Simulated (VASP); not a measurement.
GaN: geometry relaxation (part 2 of 3)

The same run, continued: GaN (4 atoms in the cell); Kohn-Sham DFT of a periodic cell, PBE, VASP PAW PBE potentials, hard, no spin polarisation (VASP 6.6.1); cutoff 900 eV, 12×12×6 k-mesh, Gaussian smearing of 0.02 eV. The structure derives from an entry of the Crystallography Open Database.

Geometry of the input (Å; fractional positions):
```
3.1800  0.0000  0.0000
-1.5900  2.7540  0.0000
0.0000  0.0000  5.1660
Ga 0.3333  0.6667  0.0000
Ga 0.6667  0.3333  0.5000
N  0.3333  0.6667  0.3750
N  0.6667  0.3333  0.8750
```

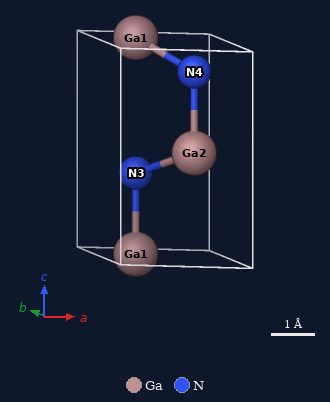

The starting structure (ball-and-stick view of the cell of the calculation, seen slightly off an axis; atoms are numbered from 1 in the order of the input).

**Parts of OUTCAR, continued**
```
 Following reciprocal coordinates:
            Coordinates               Weight
  0.000000  0.000000  0.000000      1.000000
  0.083333  0.000000  0.000000      6.000000
  0.166667 -0.000000  0.000000      6.000000
  0.250000 -0.000000  0.000000      6.000000
  0.333333  0.000000  0.000000      6.000000
  0.416667 -0.000000  0.000000      6.000000
  0.500000 -0.000000  0.000000      3.000000
  0.083333  0.083333  0.000000      6.000000
  0.166667  0.083333  0.000000     12.000000
  0.250000  0.083333  0.000000     12.000000
  0.333333  0.083333  0.000000     12.000000
  0.416667  0.083333  0.000000     12.000000
  0.166667  0.166667  0.000000      6.000000
  0.250000  0.166667  0.000000     12.000000
  0.333333  0.166667  0.000000     12.000000
  0.416667  0.166667  0.000000      6.000000
  0.250000  0.250000  0.000000      6.000000
  0.333333  0.250000  0.000000     12.000000
  0.333333  0.333333  0.000000      2.000000
  0.000000  0.000000  0.166667      2.000000
  0.083333  0.000000  0.166667     12.000000
  0.166667 -0.000000  0.166667     12.000000
  0.250000 -0.000000  0.166667     12.000000
  0.333333  0.000000  0.166667     12.000000
 [... further k-points ...]
   k-points           NKPTS =     76   k-points in BZ     NKDIM =     76   number of bands    NBANDS=     22
   number of dos      NEDOS =    301   number of ions     NIONS =      4
   total plane-waves  NPLWV =  55296
   dimension x,y,z NGX =    32 NGY =   32 NGZ =   54
   dimension x,y,z NGXF=    64 NGYF=   64 NGZF=  108
   ions per type =               2   2
   NGX,Y,Z   is equivalent  to a cutoff of  16.73, 16.73, 17.38 a.u.
   NGXF,Y,Z  is equivalent  to a cutoff of  33.46, 33.46, 34.76 a.u.
 SYSTEM =  unknown system
   PREC   = accura    normal or accurate (medium, high low for compatibility)
   ISTART =      0    job   : 0-new  1-cont  2-samecut
   ICHARG =      2    charge: 1-file 2-atom 10-const
   ISPIN  =      1    spin polarized calculation?
   LNONCOLLINEAR =      F non collinear calculations
   LSORBIT =      F    spin-orbit coupling
   LASPH  =      T    aspherical Exc in radial PAW
   ENCUT  =  900.0 eV  66.15 Ry    8.13 a.u.   7.78  7.78 12.64*2*pi/ulx,y,z
   NELM   =    100;   NELMIN=  2; NELMDL= -5     # of ELM steps
   EDIFF  = 0.1E-06   stopping-criterion for ELM
   LREAL  =      F    real-space projection
   EDIFFG = -.2E-02   stopping-criterion for IOM
   NSW    =     80    number of steps for IOM
   IBRION =      2    ionic relax: 0-MD 1-quasi-New 2-CG
   NFREE  =      1    steps in history (QN), initial steepest desc. (CG)
   ISIF   =      3    stress and relaxation
   ISYM   =      2    0-nonsym 1-usesym 2-fastsym
   POTIM  = 0.5000    time-step for ionic-motion
   TEBEG  =    0.0;   TEEND  =   0.0 temperature during run
   PSTRESS=    0.0 pullay stress
   NELECT =      36.0000    total number of electrons
   NUPDOWN=      -1.0000    fix difference up-down
   EMIN   =  10.00;   EMAX   =-10.00  energy-range for DOS
   EFERMI =   0.00;   METHOD = LEGACY
   ISMEAR =     0;   SIGMA  =   0.02  broadening in eV -4-tet -1-fermi 0-gaus
   EFERMI_NEDOS =   21; number of points for ismear=-14 and -15
   IALGO  =     38    algorithm
   IMIX   =      4    mixing-type and parameters
     AMIX     =   0.40;   BMIX     =  1.00
     AMIX_MAG =   1.60;   BMIX_MAG =  1.00
  volume/ion in A,a.u.               =      11.31        76.33
  Fermi-wavevector in a.u.,A,eV,Ry     =   1.517036  2.866782 31.312427  2.301398
  Thomas-Fermi vector in A             =   2.626345
   LORBIT       =      0    0 simple, 1 ext, 2 COOP (PROOUT), +10 PAW based schemes
   GGA     = PE    functional components
   LHFCALC =     F    Hartree Fock is set to
   AEXX    =    0.0000 exact exchange contribution
   IVDW    =     0    specifies the selected vdW correction
   LEPSILON=     F    determine dielectric tensor
   LRPA    =     F    only Hartree local field effects (RPA)
 conjugate gradient relaxation of ions
 non-spin polarized calculation
 Gauss-broadening in eV      SIGMA  =   0.02
  energy-cutoff  :      900.00
  volume of cell :       45.24
 maximum number of plane-waves:      2802
 NGX is ok and might be reduce to    32
   NGX = 15   NGY = 15   NGZ = 25

--------------------------------------- Ionic step        1  -------------------------------------------

 number of electron      35.9999998 magnetization

 Free energy of the ion-electron system (eV)
  ---------------------------------------------------
  ext. energy  EPLUGINS =         0.00000000
  ---------------------------------------------------
  free energy    TOTEN  =       -24.31205383 eV

  energy without entropy =      -24.31205383  energy(sigma->0) =      -24.31205383

------------------------ aborting loop because EDIFF is reached ----------------------------------------

  FORCE on cell =-STRESS in cart. coord.  units (eV):
  Direction    XX          YY          ZZ          XY          YZ          ZX
  --------------------------------------------------------------------------------------
  -------------------------------------------------------------------------------------
  Total        1.8717302      1.8717302      2.4923133      0.0000000      0.0000000      0.0000000
  in kB       66.2848916     66.2848914     88.2620372      0.0000000      0.0000000      0.0000000
  external PRESSURE =      73.6106068 kB  Pullay stress =       0.0000000 kB

 VOLUME and BASIS-vectors are now :
 -----------------------------------------------------------------------------
  energy-cutoff  :      900.00
  volume of cell :       45.24
      direct lattice vectors                 reciprocal lattice vectors
     3.180000000  0.000000000  0.000000000     0.314465409  0.181556689  0.000000000
    -1.590000000  2.753960780  0.000000000     0.000000000  0.363113377  0.000000000
     0.000000000  0.000000000  5.166000000     0.000000000  0.000000000  0.193573364

 POSITION                                       TOTAL-FORCE (eV/Angst)
 -----------------------------------------------------------------------------------
     -0.00000      1.83597      0.00000        -0.000000      0.000000     -0.137161
      1.59000      0.91799      2.58300         0.000000     -0.000000     -0.137161
     -0.00000      1.83597      1.93725         0.000000      0.000000      0.137161
      1.59000      0.91799      4.52025        -0.000000      0.000000      0.137161
 -----------------------------------------------------------------------------------
    total drift:                               -0.000017      0.000009     -0.000571

  FREE ENERGIE OF THE ION-ELECTRON SYSTEM (eV)
  ---------------------------------------------------
  free  energy   TOTEN  =       -24.3120538316 eV

  energy  without entropy=      -24.3120538316  energy(sigma->0) =      -24.31205383

--------------------------------------- Ionic step        2  -------------------------------------------

 number of electron      35.9999998 magnetization

------------------------ aborting loop because EDIFF is reached ----------------------------------------

  FORCE on cell =-STRESS in cart. coord.  units (eV):
  Direction    XX          YY          ZZ          XY          YZ          ZX
  --------------------------------------------------------------------------------------
  -------------------------------------------------------------------------------------
  Total       -1.6203766     -1.6203766     -2.1246767      0.0000000      0.0000000      0.0000000
  in kB      -53.2764687    -53.2764686    -69.8573844      0.0000000      0.0000000      0.0000000
  external PRESSURE =     -58.8034405 kB  Pullay stress =       0.0000000 kB

 VOLUME and BASIS-vectors are now :
 -----------------------------------------------------------------------------
  energy-cutoff  :      900.00
  volume of cell :       48.73
      direct lattice vectors                 reciprocal lattice vectors
     3.251786299  0.000000000  0.000000000     0.307523284  0.177548651 -0.000000000
    -1.625893149  2.816129538 -0.000000000     0.000000000  0.355097302 -0.000000000
     0.000000000  0.000000000  5.321284548    -0.000000000  0.000000000  0.187924549

 POSITION                                       TOTAL-FORCE (eV/Angst)
 -----------------------------------------------------------------------------------
     -0.00000      1.87742      5.31447         0.000000      0.000000      0.066477
      1.62589      0.93871      2.65383         0.000000      0.000000      0.066477
     -0.00000      1.87742      2.00230        -0.000000     -0.000000     -0.066477
      1.62589      0.93871      4.66294        -0.000000     -0.000000     -0.066477
 -----------------------------------------------------------------------------------
    total drift:                               -0.000017      0.000009     -0.000927

  FREE ENERGIE OF THE ION-ELECTRON SYSTEM (eV)
  ---------------------------------------------------
  free  energy   TOTEN  =       -24.3192751910 eV

  energy  without entropy=      -24.3192751910  energy(sigma->0) =      -24.31927519

--------------------------------------- Ionic step        3  -------------------------------------------

 number of electron      36.0000006 magnetization

------------------------ aborting loop because EDIFF is reached ----------------------------------------

  FORCE on cell =-STRESS in cart. coord.  units (eV):
  Direction    XX          YY          ZZ          XY          YZ          ZX
  --------------------------------------------------------------------------------------
  -------------------------------------------------------------------------------------
  Total        0.0015630      0.0015630     -0.0542616      0.0000000      0.0000000      0.0000000
  in kB        0.0532576      0.0532576     -1.8489559      0.0000000      0.0000000      0.0000000
  external PRESSURE =      -0.5808136 kB  Pullay stress =       0.0000000 kB

 VOLUME and BASIS-vectors are now :
 -----------------------------------------------------------------------------
  energy-cutoff  :      900.00
  volume of cell :       47.02
      direct lattice vectors                 reciprocal lattice vectors
     3.217028070  0.000000000  0.000000000     0.310845904  0.179466967 -0.000000000
    -1.608514035  2.786028029 -0.000000000     0.000000000  0.358933934 -0.000000000
     0.000000000  0.000000000  5.246097278    -0.000000000  0.000000000  0.190617891

 POSITION                                       TOTAL-FORCE (eV/Angst)
 -----------------------------------------------------------------------------------
     -0.00000      1.85735      5.24254        -0.000000     -0.000000     -0.010680
      1.60851      0.92868      2.61949        -0.000000     -0.000000     -0.010680
     -0.00000      1.85735      1.97085         0.000000      0.000000      0.010680
      1.60851      0.92868      4.59390         0.000000      0.000000      0.010680
 -----------------------------------------------------------------------------------
    total drift:                               -0.000017      0.000009      0.002028

  FREE ENERGIE OF THE ION-ELECTRON SYSTEM (eV)
  ---------------------------------------------------
  free  energy   TOTEN  =       -24.3530101597 eV

  energy  without entropy=      -24.3530101597  energy(sigma->0) =      -24.35301016

--------------------------------------- Ionic step        4  -------------------------------------------

 number of electron      36.0000006 magnetization

------------------------ aborting loop because EDIFF is reached ----------------------------------------

  FORCE on cell =-STRESS in cart. coord.  units (eV):
  Direction    XX          YY          ZZ          XY          YZ          ZX
  --------------------------------------------------------------------------------------
  -------------------------------------------------------------------------------------
  Total        0.0418097      0.0418097     -0.0011395      0.0000000      0.0000000      0.0000000
  in kB        1.4257504      1.4257504     -0.0388593      0.0000000      0.0000000      0.0000000
  external PRESSURE =       0.9375472 kB  Pullay stress =       0.0000000 kB

 VOLUME and BASIS-vectors are now :
 -----------------------------------------------------------------------------
  energy-cutoff  :      900.00
  volume of cell :       46.98
      direct lattice vectors                 reciprocal lattice vectors
     3.216287508  0.000000000  0.000000000     0.310917478  0.179508290 -0.000000000
    -1.608143754  2.785386684 -0.000000000     0.000000000  0.359016580 -0.000000000
     0.000000000  0.000000000  5.244495331    -0.000000000  0.000000000  0.190676116

 POSITION                                       TOTAL-FORCE (eV/Angst)
 -----------------------------------------------------------------------------------
     -0.00000      1.85692      5.24100        -0.000000     -0.000000     -0.012756
      1.60814      0.92846      2.61876        -0.000000     -0.000000     -0.012756
     -0.00000      1.85692      1.97018         0.000000      0.000000      0.012756
      1.60814      0.92846      4.59243         0.000000      0.000000      0.012756
 -----------------------------------------------------------------------------------
    total drift:                               -0.000017      0.000009      0.002019

  FREE ENERGIE OF THE ION-ELECTRON SYSTEM (eV)
  ---------------------------------------------------
  free  energy   TOTEN  =       -24.3530041096 eV
```
